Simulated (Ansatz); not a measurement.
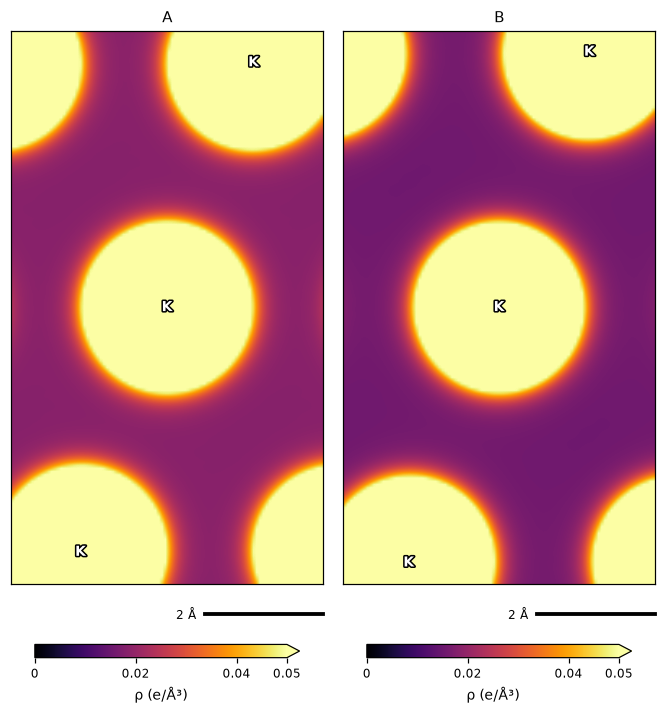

K. The valence charge density (pseudo) of two cells that differ in size, on the (101̄) plane of each (indices in the axes of the calculation cell), at one length scale and on one colour scale: B has 73.7 Å³ an atom and A 64.8.

Space group Im-3m; computed without spin polarisation.

Theory: Ansatz, DFT PBE, scalar-relativistic, plane waves, PAW.

The density is the valence pseudo-density of a PAW calculation; it isn't the true density close to the nuclei.

The larger cell:

```
K
1.0
    -2.64093    2.64093    2.64093
     2.64093   -2.64093    2.64093
     2.64093    2.64093   -2.64093
K
1
Cartesian
  0.0000 0.0000 0.0000
```

The smaller cell: a = 4.383 Å, b = 4.383 Å, c = 4.383 Å, α = 109.47°, β = 109.47°, γ = 109.47°.

Question: What does the compression do to the bonding and the properties?

Answer: From the larger cell to the smaller, K–K goes from 4.57 to 4.38 Å, and the density at its midpoint from 0.02 to 0.02 e/Å³; the pressure goes from 0.0 to 0.6 GPa.
